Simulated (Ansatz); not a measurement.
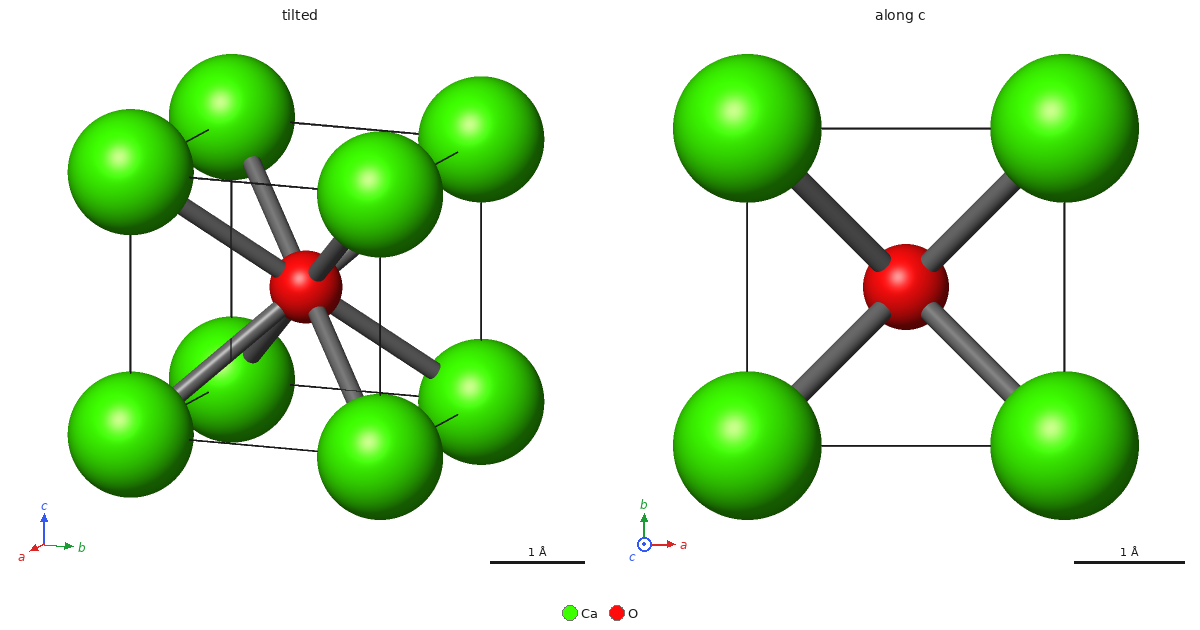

Crystal structure, ball-and-stick style, seen slightly off an axis and along the c axis. Lines trace the edges of the conventional unit cell.

CaO, space group Pm-3m (No. 221), a = 2.89 Å, b = 2.89 Å, c = 2.89 Å, α = 90.00°, β = 90.00°, γ = 90.00°.

Level of theory and settings: DFT, r2SCAN+rVV10, plane waves, PAW in Ansatz 0.2.0, plane-wave cutoff 500 eV, k-points on a 10×10×10 grid, Fermi-Dirac smearing of 0.03 eV, no spin polarisation.

Is the electronic structure metallic or gapped?

An insulator at this level, with a gap of 3.25 eV, indirect; the smallest direct gap is 3.56 eV.

Under what pressure is the structure?

The computed pressure is 0.0 GPa, close to zero.

The cell started as a structure type filled with these elements by a generator (whether the compound takes this form wasn't checked). Earlier steps of the study may have refined or changed the cell and positions. It went into a calculation with Ansatz.
